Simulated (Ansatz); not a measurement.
# Convergence study of TiO2, part 2 of 2

Aim: run TiO2 with the default SCF settings, then change one group of settings at a time and see what moves: the number of iterations, the state or the numbers. We look at TiO₂: the deposited crystal structure (space group P4_2/mnm), with 6 atoms per cell. Source: COD entry 4102355.

Ansatz 0.2.0; DFT r2SCAN+U, PAW, plane waves, scalar-relativistic; U − J = 3 eV on Ti d. Earlier steps stand in the parts before.

**8. Broyden, β 0.3, history 3, no preconditioner**

File input.yaml:

```yaml
crystal:
  lattice:
    - [4.58878, 0.0, 0.0]
    - [0.0, 4.58878, 0.0]
    - [0.0, 0.0, 2.95756]
  atoms:
    - { symbol: Ti, position: [0.0, 0.0, 0.0], spin: 1.0 }
    - { symbol: Ti, position: [0.5, 0.5, 0.5], spin: -1.0 }
    - { symbol: O, position: [0.30233, 0.30233, 0.0] }
    - { symbol: O, position: [0.19767, 0.80233, 0.5] }
    - { symbol: O, position: [0.69767, 0.69767, 0.0] }
    - { symbol: O, position: [0.80233, 0.19767, 0.5] }
magnetization:
  spin_polarized: true
hamiltonian:
  xc: r2scan
  pseudopotentials: { kind: paw }
  hubbard: { sites: [{ species: Ti, l: d, u_eff: 3.0 }] }
basis:
  ecutwfc: 500
kpoints:
  mp_grid: { grid: [5, 5, 7] }
scf:
  occupations: { method: gaussian, width: 0.05 }
  lower_state_search: "off"
  algorithm: density_mixing
  max_iter: 50
  mixing: { algorithm: broyden, ndim: 3, beta: 0.3, preconditioner: none }
output:
  forces: true
  stress: true
```

Started as:

```
> ansatz run input.yaml --threads 2 --pin off --max-ram 5120MiB --backend cpu --events-out ev --progress --plain --runs-dir out
```

Standard output, cut to the lines that bear on the results:

```text
[... 27 lines as in an earlier run ...]
Starting moments: Σ|m| = 2 μB on 2 of 6 sites
Starting magnetic order: altermagnet, d-wave, planar spin-momentum locking; spin-degenerate planes through Γ normal to [0 1 0], [1 0 0] of the run's lattice
[... 2 lines as in an earlier run ...]
SCF iter   1: F=-7283.944311 eV  HF=-7287.468024 eV  |F-HF|=3.52e0  |Δ(HF+E_count)|=         —  Δρ=6.62e-2 (↑6.62e-2 ↓6.62e-2)  dr2=6.76e0  dr2_τ=2.89e-1  dr2_m=1.02e0  M=0.000 μB ∫|m|=0.518 μB  β_m=0.30  ethr=3.10e-3  ⟨swp⟩=5.8  Hψ=9533  notcnv=0
[...]
spin-set hold released at iteration 7 (site moments contracting): the magnetisation degrees of freedom join the quasi-Newton model from the next iteration; the mixer history was flushed
[...]
SCF iter  22: F=-7287.732945 eV  HF=-7287.732945 eV  |F-HF|=1.73e-11  |Δ(HF+E_count)|=  8.55e-11  Δρ=1.91e-7 (↑1.91e-7 ↓1.91e-7)  dr2=3.76e-12  dr2_τ=6.18e-13  dr2_m=1.95e-11  M=0.000 μB ∫|m|=0.000 μB  ethr=1.00e-12  ⟨swp⟩=1.0  Hψ=5747  notcnv=0
WARN: the starting moments were not kept: the SCF closed with an absolute magnetisation of 6.1e-6 μB, where they sum to 2 μB in size (2 sites). That is at most 0.1 of that sum. Measured as dr2_m measures the in/out step, that magnetisation stands 7.7e-12 eV from none, at or under the [...]
[... 1 line as in an earlier run ...]
SCF converged after 22 iterations
Magnetization: 0.0000 μB (24.0000 up, 24.0000 down)
Absolute magnetization: 0.0000 μB (∫|ρ↑−ρ↓|, with the PAW one-centre terms)
Spin contamination: 0.0000 ħ² per cell (⟨S²⟩ above its minimum at these occupations)
Per-site moments (μB) at R_I (Å): [(-6.514565496908258e-7, 0.8075229849199423), (6.488193686759686e-7, 0.8075229849199423), (6.928691123135518e-7, 0.8075229849199425), (-6.900544837084127e-7, 0.8075229849199423), (6.928691122473719e-7, 0.8075229849199423), (-6.900544837211294e-7, [...]
Free energy (F): -7287.732945 eV
[...]
E sigma→0 (E₀):  -7287.732945 eV
Fermi energy:    10.404687 eV
[... 32 lines left out: energy terms, forces, stress ...]
Occupation matrices written to <dir>
```

Run time: 8.1 s. Hardware: 2 threads of AMD EPYC 9R45 (Zen 5), shared host; peak memory 0.71 GiB.

It takes 22 iterations (default 17). Against the default run: the same free energy.

**9. Broyden, β 0.3, history 8, no preconditioner**

input.yaml, as its differences from that of step 8:

```diff
@@ -27,3 +27,3 @@
   max_iter: 50
-  mixing: { algorithm: broyden, ndim: 3, beta: 0.3, preconditioner: none }
+  mixing: { algorithm: broyden, ndim: 8, beta: 0.3, preconditioner: none }
 output:
```

Started as:

```
> ansatz run input.yaml --threads 2 --pin off --max-ram 5120MiB --backend cpu --events-out ev --progress --plain --runs-dir out
```

Standard output, cut to the lines that bear on the results:

```text
[... 27 lines as in an earlier run ...]
Starting moments: Σ|m| = 2 μB on 2 of 6 sites
Starting magnetic order: altermagnet, d-wave, planar spin-momentum locking; spin-degenerate planes through Γ normal to [0 1 0], [1 0 0] of the run's lattice
[... 2 lines as in an earlier run ...]
SCF iter   1: F=-7283.944311 eV  HF=-7287.468024 eV  |F-HF|=3.52e0  |Δ(HF+E_count)|=         —  Δρ=6.62e-2 (↑6.62e-2 ↓6.62e-2)  dr2=6.76e0  dr2_τ=2.89e-1  dr2_m=1.02e0  M=0.000 μB ∫|m|=0.518 μB  β_m=0.30  ethr=3.10e-3  ⟨swp⟩=5.8  Hψ=9533  notcnv=0
[...]
spin-set hold released at iteration 7 (site moments contracting): the magnetisation degrees of freedom join the quasi-Newton model from the next iteration; the mixer history was flushed
[...]
SCF iter  19: F=-7287.732945 eV  HF=-7287.732945 eV  |F-HF|=2.36e-11  |Δ(HF+E_count)|=  2.68e-10  Δρ=2.27e-7 (↑2.24e-7 ↓2.27e-7)  dr2=1.77e-11  dr2_τ=6.71e-13  dr2_m=1.94e-11  M=0.000 μB ∫|m|=0.000 μB  ethr=1.00e-12  ⟨swp⟩=1.0  Hψ=5836  notcnv=0
[... 1 line as in an earlier run ...]
[...]
[... 1 line as in an earlier run ...]
SCF converged after 19 iterations
Magnetization: 0.0000 μB (24.0000 up, 24.0000 down)
Absolute magnetization: 0.0000 μB (∫|ρ↑−ρ↓|, with the PAW one-centre terms)
Spin contamination: 0.0000 ħ² per cell (⟨S²⟩ above its minimum at these occupations)
Per-site moments (μB) at R_I (Å): [(3.4101797792381695e-7, 0.8075229849199423), (-3.2341334606871425e-7, 0.8075229849199423), (2.505015195939544e-7, 0.8075229849199425), (-2.6628439145239677e-7, 0.8075229849199423), (2.505015195767103e-7, 0.8075229849199423), (-2.662843913070197e-7, [...]
Free energy (F): -7287.732945 eV
[...]
E sigma→0 (E₀):  -7287.732945 eV
Fermi energy:    10.404689 eV
[... 32 lines left out: energy terms, forces, stress ...]
Occupation matrices written to <dir>
```

It took 6.8 s on 2 threads of AMD EPYC 9R45 (Zen 5), shared host; peak memory 0.71 GiB.

19 iterations against 17; the same free energy.

**10. The runs side by side**

| step | settings | iterations | time | against the default run |
| --- | --- | --- | --- | --- |
| 2 | default SCF settings | 17 | 6.6 s | reference |
| 3 | Broyden, β 0.9, history 4, no preconditioner | 17 | 6.6 s | the same free energy |
| 4 | linear mixing, β 0.3, no preconditioner | 40 | 12 s | the same free energy |
| 5 | Broyden, β 0.3, preconditioner Kerker scaled by the density of states | 19 | 7.1 s | the same free energy |
| 6 | Broyden, β 0.5, preconditioner Resta | 14 | 5.8 s | the same free energy |
| 7 | Broyden, β 0.3, preconditioner Kerker | 19 | 7.2 s | the same free energy |
| 8 | Broyden, β 0.3, history 3, no preconditioner | 22 | 8.1 s | the same free energy |
| 9 | Broyden, β 0.3, history 8, no preconditioner | 19 | 6.8 s | the same free energy |

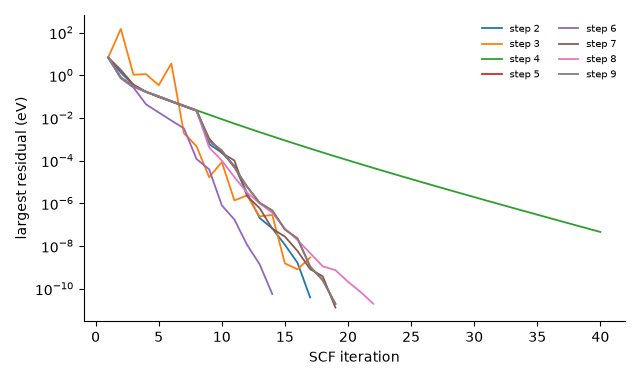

Residual along the iterations.

**11. What came out**

The summary covers parts 1 to 2.

| quantity | value |
| --- | --- |
| default run | 17 iterations, non-magnetic, a gap of 2.52 eV on the k-mesh |
| fewest iterations to that state among the runs shown | 14 (Broyden, β 0.5, preconditioner Resta) |
| most iterations to it | 40 (linear mixing, β 0.3, no preconditioner) |
| runs that end in another state, among changes of path alone | 0 |

What this shows: 8 runs solve the same problem and reach the default's state, in 14 to 40 iterations: there the settings change the path, not the answer. Other settings tried on this cell gave no result: cutoff in an unknown unit (input refused); linear mixing, β 1.0, Kerker (not converged after 50 iterations, cycles); unknown smearing fermi (input refused). Counts include iterations that the program adds to test a close, so a difference of one or two ranks nothing. The starting density is a sum of atomic densities.
